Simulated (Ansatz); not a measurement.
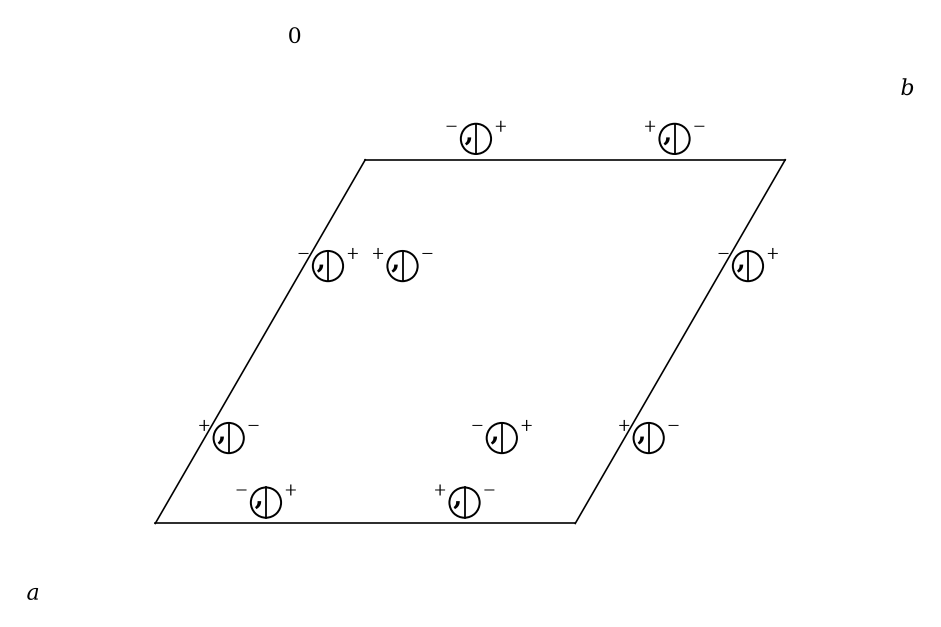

General positions of a space group, projected down c, computed from the operations of a computed or model structure of composition MgO.

A circle is a general position, a comma marks the mirror image, + and − with a fraction give the height (along the projection axis: ½+ is ½ plus the coordinate, − is its negative), and a split circle stands for two positions above each other.

> Give the Hermann–Mauguin symbol and number.

P-6m2 (No. 187); primitive hexagonal, point group -6m2, 12 general positions a cell.

> Write the general positions (in any order).

x, y, z; −x+y, −x, −z; −y, x−y, z; x, y, −z; −x+y, −x, z; −y, x−y, −z; −y, −x, −z; x, x−y, z; −x+y, y, −z; −y, −x, z; x, x−y, −z; −x+y, y, z
